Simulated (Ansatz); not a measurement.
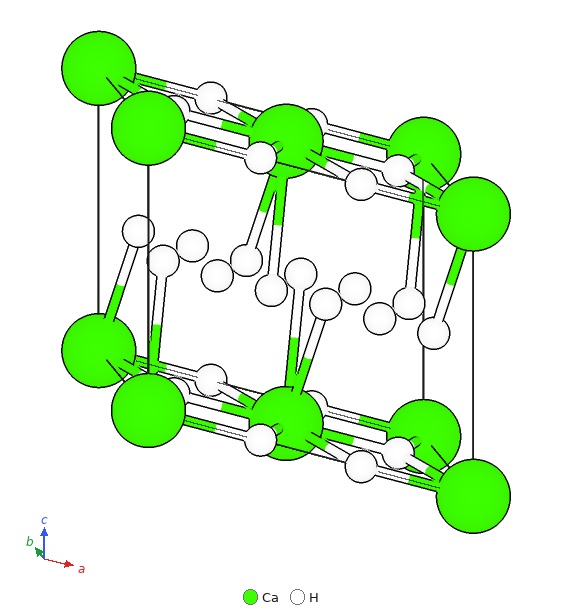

View slightly off an axis, drawn as a ball-and-stick model. The wireframe shows the conventional unit cell. Cell: a = 6.27 Å, b = 4.30 Å, c = 5.25 Å, α = 90.00°, β = 107.87°, γ = 90.00°.

The cell started as a random cell made by a generator, so it need not be a real form of the compound. Earlier steps of the study, as a rule a relaxation of our own, may have changed the cell and positions, so they can lie some per cent off the listed ones. It was the input of a calculation with Ansatz.

Question: Caption:

Answer: The formula is CaH$_{8}$. The atoms follow space group C2/m (No. 12); the Bravais lattice is base-centred monoclinic. Cell content 2 Ca, 16 H; Z = 2. Counting atoms within bonding range gives coordination numbers of Ca 10 and H 0 to 3 (mean 1.2).

Method used: Ansatz 0.2.0, DFT PBE, scalar-relativistic, plane waves, PAW. It ran with E_cut = 420 eV, k-points about 0.16 Å⁻¹ apart, Gaussian smearing of 0.1 eV, no spin polarisation.

Question: Is the electronic structure metallic or gapped?

Answer: A metal: bands cross the Fermi level.

Question: How charged are the atoms, by the Bader scheme?

Answer: Ca +1.47 e; H -0.57 to -0.06 e.

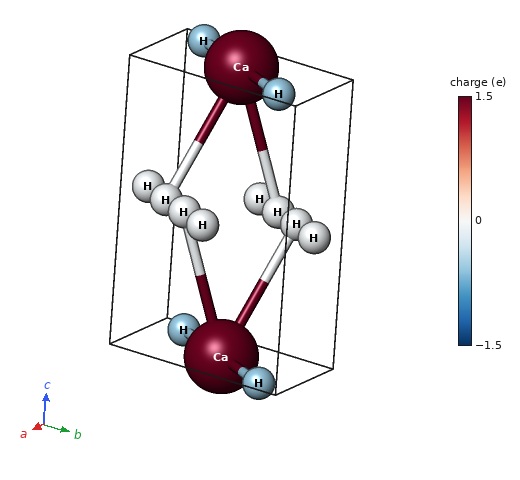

The atoms coloured by those charges. The run's cell of 9 atoms is drawn, so axes and origin can differ from the first picture.

Question: Has the structure come to rest?

Answer: Yes. All forces vanish to within 0.01 eV/Å. The pressure is 0.0 GPa, close to zero.
